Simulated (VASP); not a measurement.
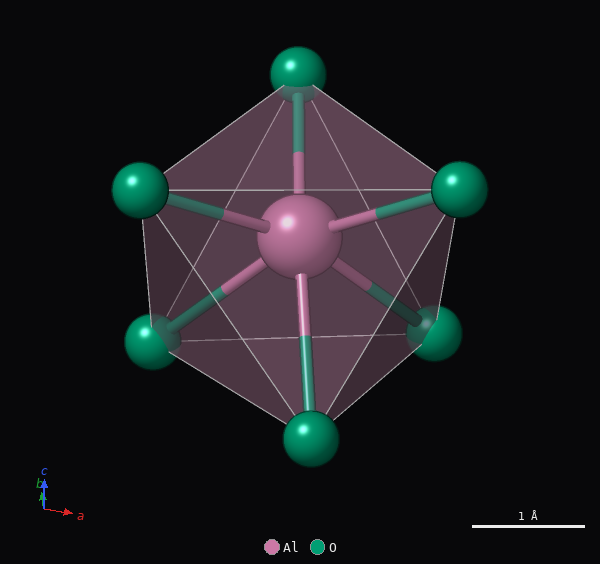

Coordination of Al in Al2O3 (R-3c). Shape measures S are computed against regular polyhedra or, for capped shapes, the nearer of the equal-edge and equal-bond forms. Source: an entry of the Crystallography Open Database, as set up for an electronic-structure calculation.

### Name the coordination polyhedron and say how regular it is.

AlO6: a slightly distorted octahedron (coordination number 6, S = 0.58; next best trigonal prism, S = 15.5).

### Is there a pattern of short and long bonds?

Yes, a 3 + 3 pattern: 3 short (1.85 Å on average) and 3 long (1.97 Å).

### How long are the bonds?

3 × Al–O 1.85 Å and 3 × Al–O 1.97 Å. The next neighbour, not counted, lies at 2.66 Å.
